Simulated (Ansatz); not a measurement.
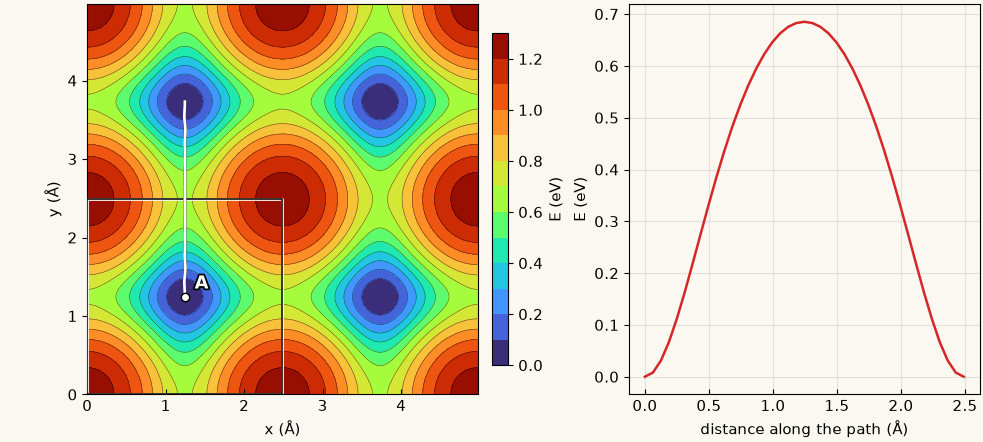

Cu on a Cu(100) slab cut from the Fm-3m phase, its upper half relaxed before the scan (12 atoms of substrate and one adsorbate in a 2 × 2 cell). 
- Cu is moved over the surface cell; relaxed at each place: the height of the adsorbate's atoms; substrate rigid; the origin of the map has the adsorbate above Cu9.
- Places are given modulo a cell vector. The map is drawn in real space over the plane of the surface.
- Grid: 6 × 6 points; 10 points were computed and 26 follow by symmetry.
- Places are given in fractions of the 1 × 1 surface cell.
- Energies: eV, counted from the lowest grid point.
- Method: Ansatz, DFT LDA, scalar-relativistic, plane waves, PAW. Settings: cutoff 420 eV, k-mesh 6×6×1, gaussian smearing 0.1 eV, no spin polarisation.

In the figure: filled contours, a line along the lowest path, the outline of one cell of the 2 × 2 shown, the energy along the path at the right, the start A. Between grid points the surface is interpolated.

Describe the path and its barrier.

The easiest path leads from the well at a fourfold hollow over a second-layer Cu atom, (3/6, 3/6) of the cell vectors to its copy one period on. Its highest point lies about 0.69 eV above the bottom of the first well on the interpolated surface, at a bridge site between two Cu atoms, (3/6, 0/6) of the cell vectors. This is the barrier on the constrained surface; relaxing the other coordinates would change it.

PAW datasets: the set soft_1.
